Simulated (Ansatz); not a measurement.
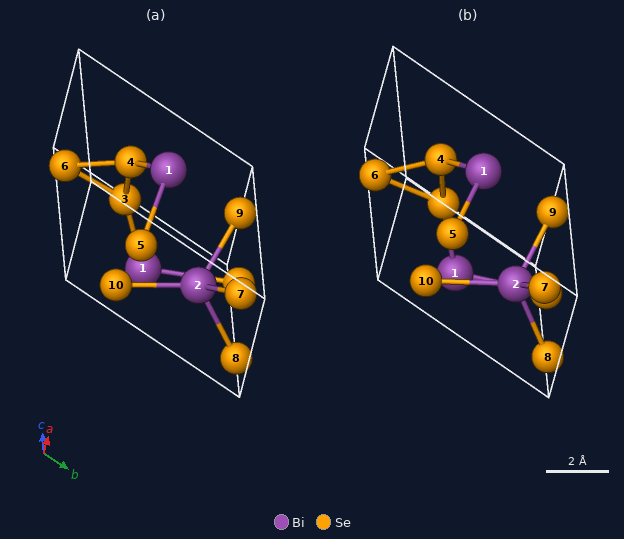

The structure of a crystal of BiSe4 (a generated structure, set up in P1) (coarse preliminary run) before (left) and after (right) a relaxation, at one scale.

The picture is a ball-and-stick view of the cell of the calculation, reduced to other axes, seen from a free direction. Lengths and directions refer to the drawn axes.

All numbers below come from DFT PBE, scalar-relativistic, plane waves, PAW (Ansatz 0.2.0).

The input:
```yaml
crystal:
  lattice:
    - [-0.0315565236, 5.1305602004, 5.2731423269]
    - [5.3019405705, -0.0698814962, 5.3114672995]
    - [5.2478178793, 5.1147624818, -0.015758805]
  atoms:
    - { symbol: Bi, position: [0.4830910207, 0.4850403096, 0.515007939] }
    - { symbol: Bi, position: [0.7139282834, 0.7511752366, 0.7874272287] }
    - { symbol: Se, position: [0.3401361992, 0.3363219674, 0.3317407296] }
    - { symbol: Se, position: [0.3231530078, 0.3282693419, 0.9913362587] }
    - { symbol: Se, position: [0.3304388326, 0.9812768126, 0.2977450566] }
    - { symbol: Se, position: [0.9979203742, 0.3642386384, 0.3338165025] }
    - { symbol: Se, position: [0.8998142639, 0.8930764099, 0.3158423098] }
    - { symbol: Se, position: [0.9564722971, 0.9069014349, 0.8732841153] }
    - { symbol: Se, position: [0.932957067, 0.2888259899, 0.8764859771] }
    - { symbol: Se, position: [0.2720886539, 0.9148738589, 0.9273138827] }
basis:
  ecutwfc: 420
kpoints:
  mp_grid: { grid: [4, 4, 4] }
hamiltonian:
  xc: pbe
scf:
  occupations: { method: gaussian, width: 0.2 }
  lower_state_search: "off"
output:
  forces: true
  stress: true
  eigenvalues: true
relax:
  adjacent_minimum: "off"
  f_tol: 0.025
  max_steps: 60
  cell: { stress_tol: 0.25 }
```

Launched with:
```bash
ansatz run input.yaml --threads 1 --pin off --max-ram 2560MiB --backend cpu --events-out ev --progress --plain --runs-dir out
```

> What changed between the two?

The run was cut off at its time limit before the relaxation converged, so the last structure is only a point on the way. The atom that moves furthest relative to the cell is Se6 (0.35 Å roughly along [−3 0 −2]). Largest moves by element: Se 0.35 Å, Bi 0.20 Å. The volume changes by +0.4 %, with a 7.328 → 7.404 Å (+1.0 %), b 7.357 → 7.283 Å (−1.0 %), c 7.434 → 7.384 Å (−0.7 %), α 91.6° → 92.1°, β 118.9° → 118.1°, γ 118.8° → 118.5°. Near-neighbour distances that change, for instance: Se3–Se5 2.835 → 3.352 Å, Se5–Se6 2.729 → 3.168 Å, Se6–Se7 3.607 → 3.265 Å, Se3–Se4 2.588 → 2.916 Å. Among the angles between lasting bonds that change: Bi1–Se6–Se4 142.2° → 130.5°, Bi2–Se7–Se10 150.6° → 139.2°, Bi2–Se10–Se9 142.3° → 131.5°. The space group stays P1 (No. 1). The energy falls by 1.608 eV per cell of the calculation in 2 geometry steps. Largest force component: 1.8 eV/Å at the start, 0.47 eV/Å at the end. Pressure: 2.24 GPa at the start and 0.29 GPa at the end.
